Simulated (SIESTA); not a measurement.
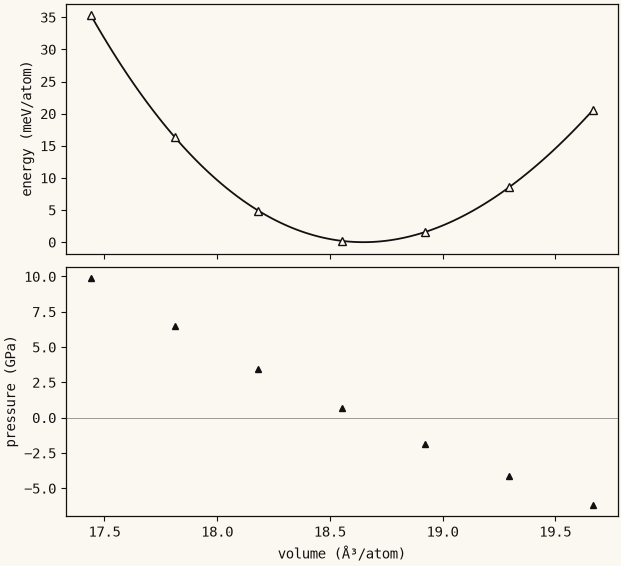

The picture above shows the energy and pressure against volume for SiO₂, space group Imma (No. 74).

Cell as given: a = 7.030 Å, b = 7.030 Å, c = 7.030 Å, α = 136.18°, β = 94.40°, γ = 101.64°; 12 atoms.

How it was computed, with SIESTA 5.4.2: DFT in numerical atomic orbitals with pseudopotentials, no spin polarisation; energies at scaled volumes of the given cell, shape and fractions fixed, counted from the fit's minimum, third-order Birch-Murnaghan fit. Level: LDA.

k mesh 4×4×4; occupations Fermi–Dirac; smearing width 0.05 eV; potentials PseudoDojo 0.4 standard, converted to PSML, two zetas on semicore shells; program settings basis DZP, mesh cutoff 800 Ry.

> What equilibrium volume and bulk modulus follow from the curve?

A third-order Birch–Murnaghan fit gives V0 = 18.65 Å³/atom, B0 = 129 GPa and B′ = 3.9.

> How does the pressure vary with volume?

It falls from 9.89 GPa at volume 17.44 Å³/atom to −6.18 GPa at 19.67 Å³/atom, and changes sign near 18.65 Å³/atom.

Keep in mind: mulliken charges of long orbitals; shape and atomic fractions are frozen while scaling, which makes layered, chain and framework solids too stiff.
